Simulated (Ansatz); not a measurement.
Input file:

```
crystal:
  lattice:
    - [6.5117726126, 0.0, 0.0]
    - [-3.2558863063, 7.2803831079, 0.0]
    - [0.0, 0.0, 24.4644980403]
  atoms:
    - { symbol: Te, position: [0.6, 0.7, 0.3065666824] }
    - { symbol: Hg, position: [0.7, 0.4, 0.3363256543] }
    - { symbol: Te, position: [0.3, 0.1, 0.3660846263] }
    - { symbol: Hg, position: [0.4, 0.8, 0.3958435982] }
    - { symbol: Te, position: [0.0, 0.5, 0.4256025701] }
    - { symbol: Hg, position: [0.1, 0.2, 0.4553615421] }
    - { symbol: Te, position: [0.7, 0.9, 0.485120514] }
    - { symbol: Hg, position: [0.8, 0.6, 0.514879486] }
    - { symbol: Te, position: [0.4, 0.3, 0.5446384579] }
    - { symbol: Hg, position: [0.5, 0.0, 0.5743974299] }
    - { symbol: Te, position: [0.1, 0.7, 0.6041564018] }
    - { symbol: Hg, position: [0.2, 0.4, 0.6339153737] }
    - { symbol: Te, position: [0.8, 0.1, 0.6636743457] }
    - { symbol: Hg, position: [0.9, 0.8, 0.6934333176] }
basis:
  ecutwfc: 420
kpoints:
  mp_grid: { grid: [6, 5, 1] }
hamiltonian:
  xc: pbesol
scf:
  occupations: { method: gaussian, width: 0.1 }
output:
  forces: true
  eigenvalues: true
  write_density: true
  write_potential: true
  elf: true
  volumetric_format: npy
relax:
  adjacent_minimum: "off"
  f_tol: 0.02
  max_steps: 60
efield:
  axis: 3
  dipole_correction: true
  ramp_width: 0.04
```

Command:

```sh
ansatz run input.yaml --threads 8 --pin off --max-ram 15360MiB --backend cpu --events-out ev --progress --plain --runs-dir out
```

The fields are those of the run's last geometry, not of the input's.

Built by placing these elements on a known structure type.

Method: DFT PBEsol, scalar-relativistic, plane waves, PAW (Ansatz 0.2.0).

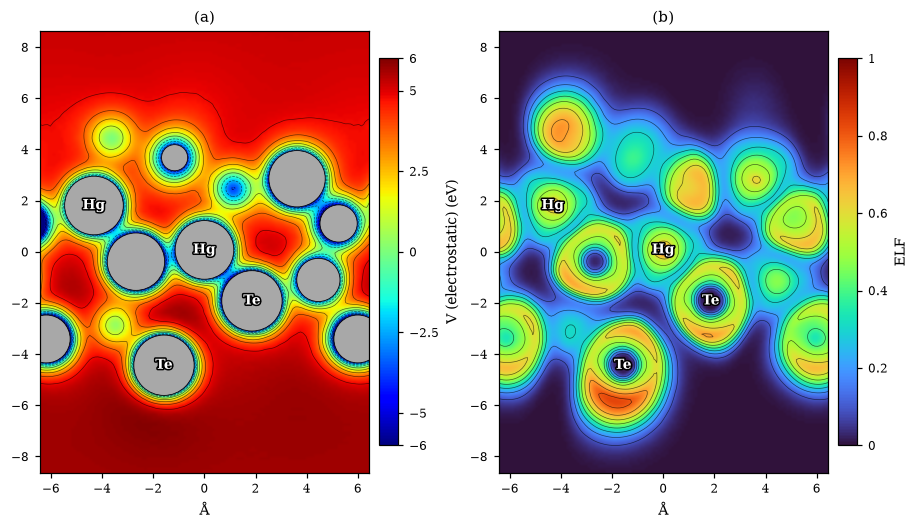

HgTe (slab). (a) electrostatic potential (local pseudopotential plus Hartree) felt by an electron; (b) ELF on the (110) plane of the calculation cell, a cut from vacuum to vacuum. Grey discs cover the atomic cores in the potential map.

Q: Describe what can be read from this map.

A: The section cuts through Te and Hg sites.
Atoms just off the plane (Te, 0.4 Å away and Hg, 0.3 Å away) can leave unmarked features too.
Hg–Te (2.72 Å): the ELF is about 0.45 at the midpoint and 0.25 at its lowest between the atoms (no shared electron pair shows on this line).
The ELF also peaks beside Te, away from the bonds: lone-pair regions.
The features right at Hg lie inside the PAW spheres, where the map follows smoothed inner orbitals and isn't to be read closely.

Q: Does the calculation give a band gap?

A: It is gapped, with a Kohn–Sham gap of 0.30 eV on the k-point mesh, an upper bound to the gap of this method.
